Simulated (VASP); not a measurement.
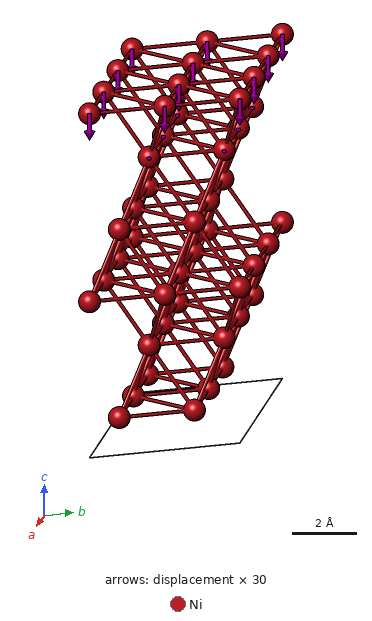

This is a relaxation of a slab of composition Ni. The starting structure is drawn; purple arrows show the displacements, 30 times their true length.

The picture is a ball-and-stick view of the 3 × 2 repeat of the cell, outlined in the plane, without the vacuum, seen slightly off an axis.

The run lets the atoms move in a fixed cell. 3 atoms are held fixed.

These are results of Kohn-Sham DFT of a periodic cell, BEEF-vdW, VASP PAW PBE potentials, recommended (VASP 6.6.1), not measurements.

Input file:
```
SYSTEM = Ni
PREC = Accurate
ENCUT = 520
EDIFF = 1E-6
ISMEAR = 0
SIGMA = 0.05
LREAL = .False.
LASPH = .True.
NELM = 100
ALGO = Normal
ISIF = 2
LWAVE = .False.
LCHARG = .False.
ISPIN = 2
MAGMOM = 1 1 1 1 1 1
LORBIT = 11
LMAXMIX = 4
LDIPOL = .True.
IDIPOL = 3
DIPOL = 0.5 0.5 0.500
GGA = BF
LUSE_VDW = .True.
ZAB_VDW = -1.8867
IBRION = 2
NSW = 40
EDIFFG = -0.01
```

Launched with:
```bash
cat potpaw_PBE.64/Ni/POTCAR > POTCAR
mpirun -np 1 vasp_std > vasp.out
```

**What did the optimiser do to the structure, and how much energy did it gain?**

Over 9 geometry steps the energy falls by 1.8 meV per cell of the calculation. Largest force component: 0.13 eV/Å at the start, 0.13 eV/Å at the end. The atom that moves furthest is a Ni atom (0.030 Å along the normal (−c)). The cell doesn't change. Near-neighbour distances that change, for instance: Ni–Ni 2.500 → 2.480 Å. It ran on 1 thread of Intel(R) Xeon(R) Platinum 8375C CPU @ 2.90GHz (Ice Lake), on a shared host.

Limits of the set-up: only the magnetic order of this start and cell was tried (total moment 3.5 μB per cell).
